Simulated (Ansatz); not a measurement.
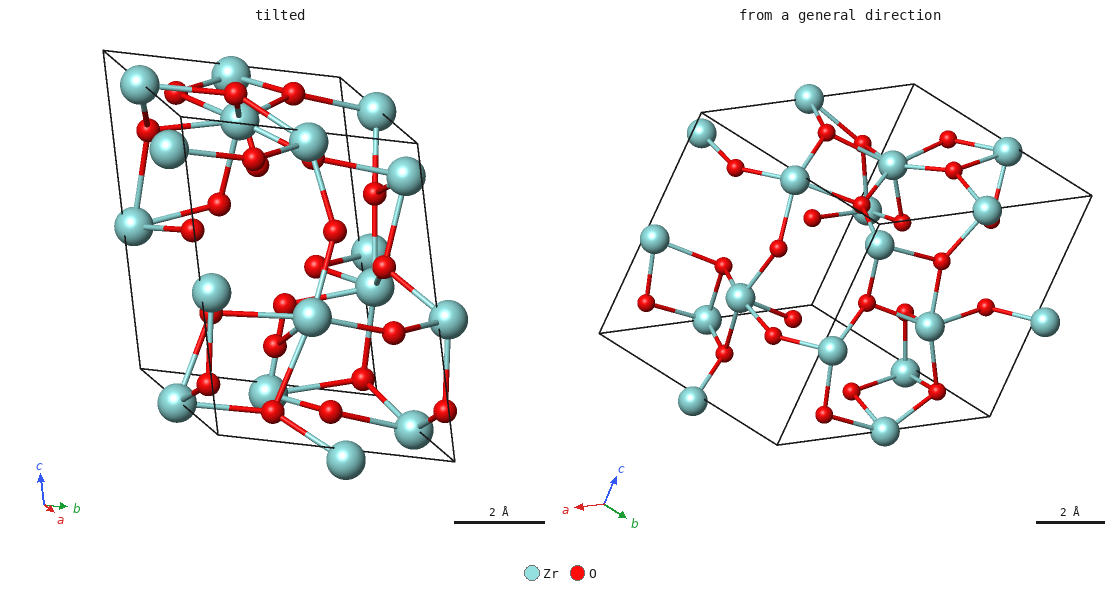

Shown here is a ball-and-stick view of the crystal, taken slightly off an axis and from a general direction. The edges of the supercell are marked. The host is ZrO2, in a cell of 24 sites, and the cell carries a charge of -1.

**Which defect is modelled here, and what are its neighbours?**

A zirconium vacancy. Around the empty site lie six O at about 2.2 to 2.4 Å.

Electronic-structure method: DFT PBEsol, scalar-relativistic, plane waves, PAW in Ansatz. Parameters: plane waves to 420 eV, 2×2×2 k-mesh, Gaussian smearing of 0.02 eV, collinear spins.

**Is the defect magnetic?**

Yes, 3.0 μB in the cell.

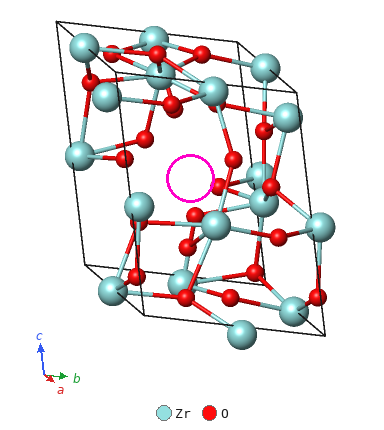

The same cell with a ring at the defect's site.

The atoms were relaxed in the host's cell with DFT PBEsol, scalar-relativistic, plane waves, PAW (Ansatz).
